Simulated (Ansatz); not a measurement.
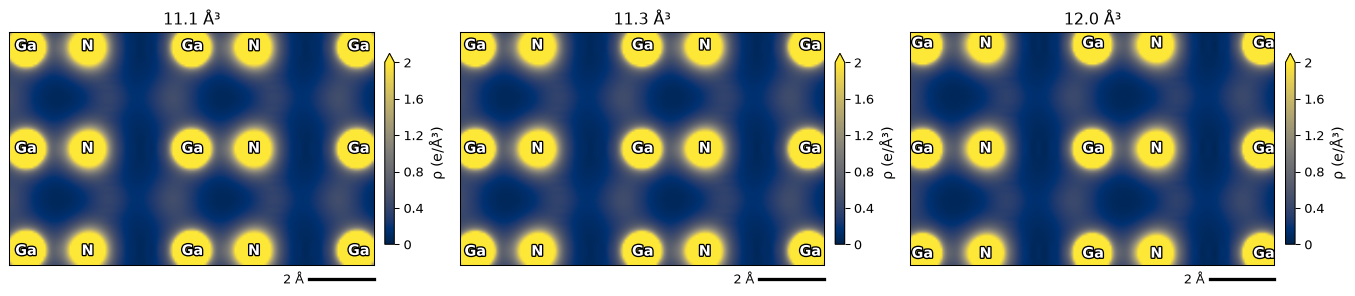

GaN. The valence electron density of cells scaled evenly to different volumes (given per atom above each panel), on the (11̄0) plane of each (indices in the axes of the cell below), at one length scale and on one colour scale.

Method: Kohn-Sham DFT of a periodic cell, PBE, Ansatz PAW (Ansatz 0.2.0).

The density is the valence pseudo-density of a PAW calculation; it isn't the true density close to the nuclei.

The largest cell:

```
CELL_PARAMETERS angstrom
3.24237 0.00000 0.00000
-1.62118 2.80797 0.00000
0.00000 0.00000 5.26732
ATOMIC_POSITIONS crystal
Ga 0.66667 0.33333 0.50000
Ga 0.33333 0.66667 0.00000
N 0.66667 0.33333 0.87500
N 0.33333 0.66667 0.37500
```

| volume (Å³/atom) | Ga–N contact in the plane (Å) | ρ at its midpoint (e/Å³) | pressure (GPa) | gap on the mesh (eV) | 
| --- | --- | --- | --- | --- |
| 11.08 | 1.924 | 0.799 | 11.6 | 2.10 | 
| 11.31 | 1.937 | 0.781 | 7.3 | 1.96 | 
| 11.76 | 1.963 | ? | ? | ? | 
| 11.99 | 1.975 | 0.703 | −3.2 | 1.58 | 

What values belong in the row with question marks?

Answer. Over the known rows ln ρ falls by 2.57 per Å of Ga–N distance (a least-squares line), which gives 0.726 e/Å³ at 1.963 Å; the calculation gives 0.720 e/Å³. For the pressure, a straight line in volume between the neighbouring rows gives 0.4 GPa; the calculation gives −0.1, lower because pressure rises ever faster on compression. For the gap on the mesh, a straight line in volume between the neighbouring rows gives 1.71 eV; the calculation gives 1.70.
